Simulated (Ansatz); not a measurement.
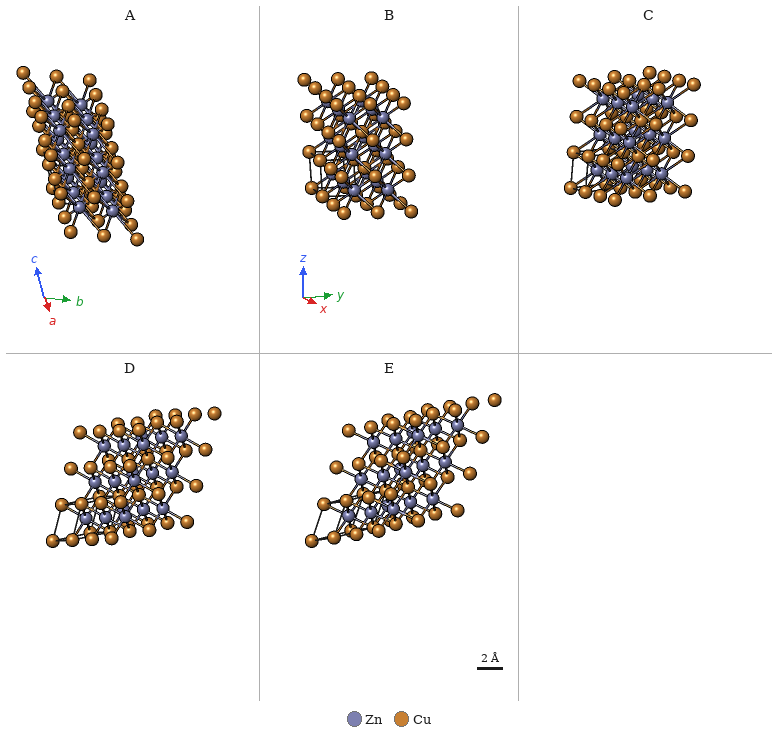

A scan of solid ZnCu (Pm-3m) along one coordinate. x, y and z are the Cartesian axes of the input. The picture is a ball-and-stick view of the cell of the calculation, repeated 3 × 2 × 3 with one cell outlined, seen slightly off an axis.

All numbers below come from Ansatz 0.2.0, DFT PBE, scalar-relativistic, plane waves, PAW. Settings: plane-wave cutoff 420 eV; k-point mesh 18 × 18 × 18; occupations gaussian; smearing width 0.15 eV; no spin polarisation. Energies (free energies at the smearing named) are counted from the cell as listed in its source, which wasn't relaxed.

### What is being scanned?

The ratio of the cell's length along [111] to its lengths across, counted as 1 for the reference, is changed at fixed volume (a trigonal path), with the atoms kept at their fractional coordinates. In the frames the relative ratio is 0.50 (A), 0.85 (B), 1.20 (C), 1.70 (D), 2.00 (E). Their energies are 6545 meV/atom, 165 meV/atom, 115 meV/atom, 475 meV/atom, 530 meV/atom.
